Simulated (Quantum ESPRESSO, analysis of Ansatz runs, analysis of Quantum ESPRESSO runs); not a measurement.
# Ga-H pair in Si: local vibrational mode against experiment (Quantum ESPRESSO), part 3 of 3

Subject: Ga-H pair in Si. Wanted: its local vibrational mode, in one set-up (PBE, GBRV 1.5 PBE, 64-site cell, PBE lattice, k: the zone centre alone, anharmonic cut along the mode). The model is a cell of 64 host atoms with Ga put on another atom's site and H put in between. The frequencies come from force constants among the defect atom and its neighbours, with the masses of the isotopes named.

Quantum ESPRESSO 7.5; PBE, GBRV 1.5 PBE, 64-site cell, PBE lattice, k: the zone centre alone, anharmonic cut along the mode.

So far. Step 2 (Relaxation, charge 0): Neighbours of the added atoms: H65: Si4 1.50, Ga8 1.75, Si6 3.02 Å.

### Step 5. Point 1 along the mode

A light atom samples the curved part of its well, so the energy is mapped along the mode and the one-dimensional Schrödinger equation solved on it.

This step: Quantum ESPRESSO plane-wave DFT, PBE, GBRV 1.5 PBE potentials; single point of a defect supercell.

File pw.in:

```
&CONTROL
  calculation = 'scf'
  prefix = 'pwscf'
  outdir = './tmp'
  pseudo_dir = './pseudo'
  tprnfor = .true.
  disk_io = 'low'
/
&SYSTEM
  ibrav = 0
  nat = 65
  ntyp = 3
  ecutwfc = 45
  ecutrho = 360
  nbnd = 140
  occupations = 'smearing'
  smearing = 'fd'
  degauss = 0.00073499
  nosym = .true.
/
&ELECTRONS
  conv_thr = 6d-08
  electron_maxstep = 100
  mixing_beta = 0.5
/
ATOMIC_SPECIES
Si    28.0850 si_pbe_v1.uspp.F.UPF
Ga    69.7230 ga_pbe_v1.4.uspp.F.UPF
H      1.0080 h_pbe_v1.4.uspp.F.UPF
CELL_PARAMETERS angstrom
  10.9364688678    0.0000000000    0.0000000000
   0.0000000000   10.9364688678    0.0000000000
   0.0000000000    0.0000000000   10.9364688678
ATOMIC_POSITIONS crystal
Si    -0.0021305010   -0.0020546911    0.2494508090
Si    -0.0024738070    0.2494218721   -0.0023674000
[... 1 atom line left out ...]
Si     0.2320133151    0.2323075282    0.2319137244
Si     0.1203376453    0.1204347396    0.3764525938
Si     0.1199947118    0.3764493666    0.1199856842
Si     0.3763528386    0.1202682087    0.1202408218
Ga     0.4028749190    0.4031027156    0.4030940023
[... 14 atom lines left out ...]
Si     0.3755227483    0.6261813744    0.1241215003
[... 3 atom lines left out ...]
Si     0.2448994142    0.5072502642    0.5073960721
[... 9 atom lines left out ...]
Si     0.6260982670    0.1240759533    0.3755925190
Si     0.6260887447    0.3755290995    0.1241864271
[... 3 atom lines left out ...]
Si     0.5070441797    0.2450848028    0.5071753408
[... 6 atom lines left out ...]
Si     0.5072796466    0.5073465899    0.2451848440
[... 15 atom lines left out ...]
H      0.2914866504    0.2929494587    0.2905057572
K_POINTS gamma
```

On the command line:

```sh
$ OMP_NUM_THREADS=1 pw.x -in pw.in > pw.out
```

What it wrote:

```text
[banner, memory and clock lines left out]
          URL

     gamma-point specific algorithms are used

     G-vector sticks info

     bravais-lattice index     =            0
     lattice parameter (alat)  =      20.6669  a.u.
     unit-cell volume          =    8827.3016 (a.u.)^3
     number of atoms/cell      =           65
     number of atomic types    =            3
     number of electrons       =       272.00
     number of Kohn-Sham states=          140
     kinetic-energy cutoff     =      45.0000  Ry
     charge density cutoff     =     360.0000  Ry
     scf convergence threshold =      6.0E-08
     mixing beta               =       0.5000
     number of iterations used =            8  plain     mixing
     Exchange-correlation=  SLA  PW   PBX  PBC
                           (   1   4   3   4   0   0   0)

     celldm(1)=  20.666931  celldm(2)=   0.000000  celldm(3)=   0.000000
     celldm(4)=   0.000000  celldm(5)=   0.000000  celldm(6)=   0.000000

     crystal axes: (cart. coord. in units of alat)
               a(1) = (   1.000000   0.000000   0.000000 )
               a(2) = (   0.000000   1.000000   0.000000 )
               a(3) = (   0.000000   0.000000   1.000000 )

     reciprocal axes: (cart. coord. in units 2 pi/alat)
               b(1) = (  1.000000  0.000000  0.000000 )
               b(2) = (  0.000000  1.000000  0.000000 )
               b(3) = (  0.000000  0.000000  1.000000 )

     PseudoPot. # 1 for Si read from file:
     si_pbe_v1.uspp.F.UPF
     Pseudo is Ultrasoft + core correction, Zval =  4.0
     Generated by new atomic code, or converted to UPF format
     Using radial grid of  899 points,  6 beta functions with:
                l(1) =   0
                l(2) =   0
                l(3) =   1
                l(4) =   1
                l(5) =   2
                l(6) =   2
     Q(r) pseudized with  8 coefficients,  rinner =    0.900   0.900   0.900
                                                       0.900   0.900

     PseudoPot. # 2 for Ga read from file:
     ga_pbe_v1.4.uspp.F.UPF
     Pseudo is Ultrasoft + core correction, Zval = 19.0
     Generated by new atomic code, or converted to UPF format
     Using radial grid of  871 points,  6 beta functions with:
                l(1) =   0
                l(2) =   0
                l(3) =   1
                l(4) =   1
                l(5) =   2
                l(6) =   2
     Q(r) pseudized with  8 coefficients,  rinner =    1.250   1.250   1.250
                                                       1.250   1.250

     PseudoPot. # 3 for H  read from file:
     h_pbe_v1.4.uspp.F.UPF
     Pseudo is Ultrasoft, Zval =  1.0
     Generated by new atomic code, or converted to UPF format
     Using radial grid of  615 points,  2 beta functions with:
                l(1) =   0
                l(2) =   0
     Q(r) pseudized with  8 coefficients,  rinner =    0.700

     atomic species   valence    mass     pseudopotential
     Si                4.00    28.08500     Si( 1.00)
     Ga               19.00    69.72300     Ga( 1.00)
     H                 1.00     1.00800     H ( 1.00)

     No symmetry found

   Cartesian axes

     site n.     atom                  positions (alat units)
         1        Si     tau(   1) = (  -0.0021305  -0.0020547   0.2494508  )
         2        Si     tau(   2) = (  -0.0024738   0.2494219  -0.0023674  )
         3        Si     tau(   3) = (   0.2492100  -0.0022336  -0.0021135  )
         4        Si     tau(   4) = (   0.2320133   0.2323075   0.2319137  )
         5        Si     tau(   5) = (   0.1203376   0.1204347   0.3764526  )
         6        Si     tau(   6) = (   0.1199947   0.3764494   0.1199857  )
         7        Si     tau(   7) = (   0.3763528   0.1202682   0.1202408  )
         8        Ga     tau(   8) = (   0.4028749   0.4031027   0.4030940  )
         9        Si     tau(   9) = (  -0.0001535  -0.0000773   0.7494887  )
        10        Si     tau(  10) = (  -0.0004210   0.2508189   0.5001898  )
        11        Si     tau(  11) = (   0.2508465  -0.0003189   0.5001015  )
[...]
60        Si     tau(  60) = (   0.7500821   0.7500733   0.7501405  )
        61        Si     tau(  61) = (   0.6249145   0.6250476   0.8750696  )
        62        Si     tau(  62) = (   0.6249214   0.8750031   0.6251315  )
        63        Si     tau(  63) = (   0.8750556   0.6250517   0.6250150  )
        64        Si     tau(  64) = (   0.8750452   0.8750824   0.8750955  )
        65        H      tau(  65) = (   0.2914867   0.2929495   0.2905058  )

     number of k points=     1  Fermi-Dirac smearing, width (Ry)=  0.0007
                       cart. coord. in units 2pi/alat
        k(    1) = (   0.0000000   0.0000000   0.0000000), wk =   2.0000000

     Dense  grid:   509179 G-vectors     FFT dimensions: ( 125, 125, 125)

     Smooth grid:   180047 G-vectors     FFT dimensions: (  90,  90,  90)

     Initial potential from superposition of free atoms

     starting charge     270.9577, renormalised to     272.0000
     Starting wfcs are  265 randomized atomic wfcs

     Self-consistent Calculation

     iteration #  1     ecut=    45.00 Ry     beta= 0.50
     Davidson diagonalization with overlap
[...]
estimated scf accuracy    <      28.99059260 Ry

     iteration #  3     ecut=    45.00 Ry     beta= 0.50
     Davidson diagonalization with overlap
     ethr =  1.96E-03,  avg # of iterations =  7.0

     total energy              =   -1020.28963466 Ry
     estimated scf accuracy    <       0.87867315 Ry

     iteration #  4     ecut=    45.00 Ry     beta= 0.50
     Davidson diagonalization with overlap
     ethr =  3.23E-04,  avg # of iterations =  3.0

     total energy              =   -1020.36487447 Ry
     estimated scf accuracy    <       0.36380004 Ry

     iteration #  5     ecut=    45.00 Ry     beta= 0.50
     Davidson diagonalization with overlap
     ethr =  1.34E-04,  avg # of iterations =  2.0

     total energy              =   -1020.38014460 Ry
     estimated scf accuracy    <       0.06057068 Ry

     iteration #  6     ecut=    45.00 Ry     beta= 0.50
     Davidson diagonalization with overlap
     ethr =  2.23E-05,  avg # of iterations =  6.0

     total energy              =   -1020.38742573 Ry
     estimated scf accuracy    <       0.01139881 Ry

     iteration #  7     ecut=    45.00 Ry     beta= 0.50
     Davidson diagonalization with overlap
     ethr =  4.19E-06,  avg # of iterations = 20.0

     total energy              =   -1020.38849815 Ry
     estimated scf accuracy    <       0.00230614 Ry

     iteration #  8     ecut=    45.00 Ry     beta= 0.50
     Davidson diagonalization with overlap
     ethr =  8.48E-07,  avg # of iterations =  5.0

     total energy              =   -1020.38912168 Ry
     estimated scf accuracy    <       0.00020863 Ry

     iteration #  9     ecut=    45.00 Ry     beta= 0.50
     Davidson diagonalization with overlap
     c_bands:  2 eigenvalues not converged
     ethr =  7.67E-08,  avg # of iterations = 20.0

     total energy              =   -1020.38915529 Ry
     estimated scf accuracy    <       0.00016597 Ry

     iteration # 10     ecut=    45.00 Ry     beta= 0.50
     Davidson diagonalization with overlap
     ethr =  6.10E-08,  avg # of iterations =  2.0

     total energy              =   -1020.38916440 Ry
     estimated scf accuracy    <       0.00004065 Ry

     iteration # 11     ecut=    45.00 Ry     beta= 0.50
     Davidson diagonalization with overlap
     ethr =  1.49E-08,  avg # of iterations =  2.0

     total energy              =   -1020.38916838 Ry
     estimated scf accuracy    <       0.00000708 Ry

     iteration # 12     ecut=    45.00 Ry     beta= 0.50
     Davidson diagonalization with overlap
     ethr =  2.60E-09,  avg # of iterations =  4.0

     total energy              =   -1020.38917085 Ry
     estimated scf accuracy    <       0.00000102 Ry

     iteration # 13     ecut=    45.00 Ry     beta= 0.50
     Davidson diagonalization with overlap
     ethr =  3.77E-10,  avg # of iterations =  3.0

     total energy              =   -1020.38917110 Ry
     estimated scf accuracy    <       0.00000020 Ry

     iteration # 14     ecut=    45.00 Ry     beta= 0.50
     Davidson diagonalization with overlap
     ethr =  7.52E-11,  avg # of iterations =  7.0

     End of self-consistent calculation

          k = 0.0000 0.0000 0.0000 ( 22513 PWs)   bands (ev):

   -88.1401 -87.9618 -87.9617  -8.4999  -8.4186  -8.4182  -8.3444  -8.3443
    -5.7737  -4.8698  -4.7161  -4.7159  -4.6918  -4.6914  -4.6351  -4.0784
    -3.7781  -3.7777  -3.7709  -3.7709  -3.7574  -3.7572  -3.7568  -3.7528
    -3.7190  -3.7185  -3.6255  -3.5320  -3.4705  -3.4700  -3.3466  -2.1145
    -1.6934  -1.6932  -1.6668  -1.6666  -1.6531  -1.6276  -1.5596  -1.5593
    -1.5454  -1.5451  -1.5449  -1.5180  -1.5179  -1.5111  -1.4683  -1.4681
    -1.1865  -0.8988  -0.7894  -0.7706  -0.7702   0.3226   0.5832   0.6046
     0.6049   0.6155   0.6156   0.6158   0.6277   0.6280   0.7081   0.7085
     0.8787   1.7049   2.2374   2.2376   2.2610   2.2647   2.2791   2.2792
     2.2799   2.3244   2.3247   2.3351   2.3408   2.3415   2.3511   2.3514
     2.3750   2.3752   2.3769   2.3844   2.3955   2.3955   2.4021   2.4730
     2.5362   2.5367   2.5521   2.5522   2.7186   2.7190   2.7528   3.1752
     3.2678   3.2679   3.2817   3.3365   3.3367   4.0021   4.1630   4.1636
     4.2056   4.2069   4.2070   4.2118   4.2215   4.2347   4.2347   4.3325
     4.3330   4.5987   4.7180   4.7181   4.7375   4.7548   4.7597   4.7598
     4.7687   4.7936   4.7937   4.8162   4.8163   4.8373   4.8561   4.8563
     4.9003   4.9008   4.9095   5.2343   5.2346   6.0174   6.1267   6.1268
     6.7108   6.7766   6.8435   6.8439

     the Fermi energy is     6.3862 ev

!    total energy              =   -1020.38917118 Ry
     estimated scf accuracy    <       0.00000003 Ry
     smearing contrib. (-TS)   =      -0.00000000 Ry
     internal energy E=F+TS    =   -1020.38917118 Ry

     The total energy is F=E-TS. E is the sum of the following terms:
     one-electron contribution =    -378.44082693 Ry
     hartree contribution      =     309.40103989 Ry
     xc contribution           =    -320.85109739 Ry
     ewald contribution        =    -630.49828676 Ry

     convergence has been achieved in  14 iterations

     Forces acting on atoms (cartesian axes, Ry/au):

     atom    1 type  1   force =    -0.00093847   -0.00090810    0.00254727
     atom    2 type  1   force =    -0.00085174    0.00263838   -0.00081501
     atom    3 type  1   force =     0.00270784   -0.00073687   -0.00083416
     atom    4 type  1   force =    -0.31383297   -0.31975038   -0.30922830
     atom    5 type  1   force =    -0.00202658   -0.00214209   -0.00286881
     atom    6 type  1   force =    -0.00250227   -0.00314112   -0.00256572
     atom    7 type  1   force =    -0.00310620   -0.00246891   -0.00237653
     atom    8 type  2   force =    -0.00520769   -0.00498192   -0.00530546
     atom    9 type  1   force =     0.00014982    0.00009724    0.00046078
     atom   10 type  1   force =    -0.00006771   -0.00016859   -0.00057807
[...]
atom   61 type  1   force =     0.00019470    0.00014301    0.00055963
     atom   62 type  1   force =     0.00016541    0.00046616    0.00001533
     atom   63 type  1   force =     0.00040982    0.00007772    0.00020601
     atom   64 type  1   force =     0.00020208    0.00015243    0.00008361
     atom   65 type  3   force =     0.33543950    0.34111674    0.33117790

     Total force =     0.797034     Total SCF correction =     0.000236
```

It took 5.5 min on 1 thread of Arm Neoverse V2, shared host; peak memory 3.5 GiB.

### Step 6. Anharmonic fundamental

Analysis of the runs above: one-dimensional Schroedinger equation on a polynomial through Quantum ESPRESSO plane-wave DFT, PBE, GBRV 1.5 PBE potentials energies along the local mode.

Table of energy by normal coordinate:

```csv
normal coordinate (amu½ Å),energy (eV)
-0.367,2.11
-0.269,0.964
-0.183,0.394
-0.092,0.0875
0.000,0
0.092,0.0722
0.183,0.275
0.269,0.582
0.367,1.10
0.465,1.85
```

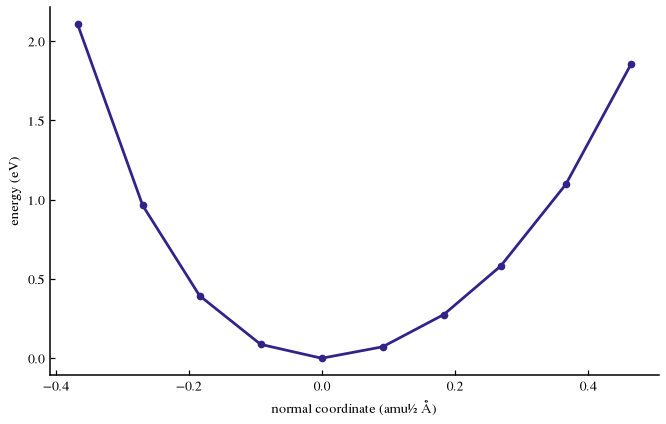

Energy against normal coordinate.

### Step 7. Summary of results

```
distance from the defect atom to its nearest neighbour : 1.500 Å
Si-H stretch, 1H                                       : 2295 cm⁻¹
```

Si-H stretch, 1H: computed 2295 cm⁻¹, measured 2171 cm⁻¹; 124 cm⁻¹ (6 %) above the measurement. The anharmonic cut moves the Si-H stretch, 1H from 2254 to 2295 cm⁻¹; a straight cut leaves out the coupling to the other modes. Only the named neighbours move, so modes near the host's band are approximate. Limits: the zone centre alone is a coarse sampling for this cell.

[Logs are printed without paths, hosts, clocks, repeated set-up lines and the standing remarks that a program may print on its own settings, such as how far it seeks lower states.]

[Hosts, paths, dates, database ids (printed as entryN), source tags and the programs' standing remarks are cut or masked in the printed files.]

[For some hosts the program warned that the k-mesh of the response run may be too coarse for force constants and the static dielectric constant; such warnings are not shown here.]
